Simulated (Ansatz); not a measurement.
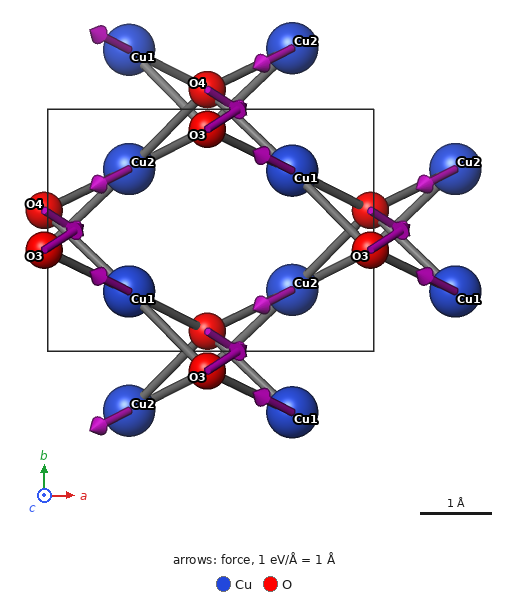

Starting geometry of solid CuO (set up in Cc) with the computed forces as purple arrows. The picture is a ball-and-stick view of the conventional cell (2 times the calculation's cell), seen along the c axis. Lengths and directions refer to the drawn axes.

Method: DFT, PBE, plane-wave PAW, default files, scalar-relativistic in Ansatz. (plane-wave cutoff 420 eV; k-point mesh 17 × 17 × 9; occupations fermi dirac; smearing width 0.05 eV; collinear spin; atoms relaxed in a fixed cell; force threshold 0.02 eV/Å; at most 60 steps)

Q: What follows when this structure is relaxed?

A: It isn't relaxed: the largest force vector, on O atoms, is 0.98 eV/Å. The atoms end up moving mostly along the starting forces (cosine between the two patterns 0.86). The largest moves, 0.070 Å, are those of O3 and O4. O3 goes along [1 3 −1]. Largest moves by element: O 0.070 Å, Cu 0.040 Å. The lattice vectors keep their values. Near-neighbour distances that change, for instance: Cu1–O4 1.886 → 1.982 Å, Cu1–O3 2.041 → 1.982 Å, Cu1–O3 (another image) 1.956 → 1.922 Å. Among the angles between lasting bonds that change: O3–Cu1–O4 175.4° → 179.9°, Cu1–O3–Cu2 145.9° → 142.7°, Cu1–O3–Cu2 108.6° → 111.6°. The space group (tolerance 0.01 Å) goes from Cc (No. 9) to C2/c (No. 15). After 2 accepted moves (3 points after the start) the energy has fallen by 89.4 meV per cell of the calculation. Largest force component: 0.68 eV/Å at the start, 0.0049 eV/Å at the end. 1 step only repeated the SCF at the same geometry. The program noted that the starting moments weren't kept. Cost: 8 min on 1 thread of Intel(R) Xeon(R) Platinum 8488C (Sapphire Rapids), with other jobs on the host, peak memory 2.1 GiB.
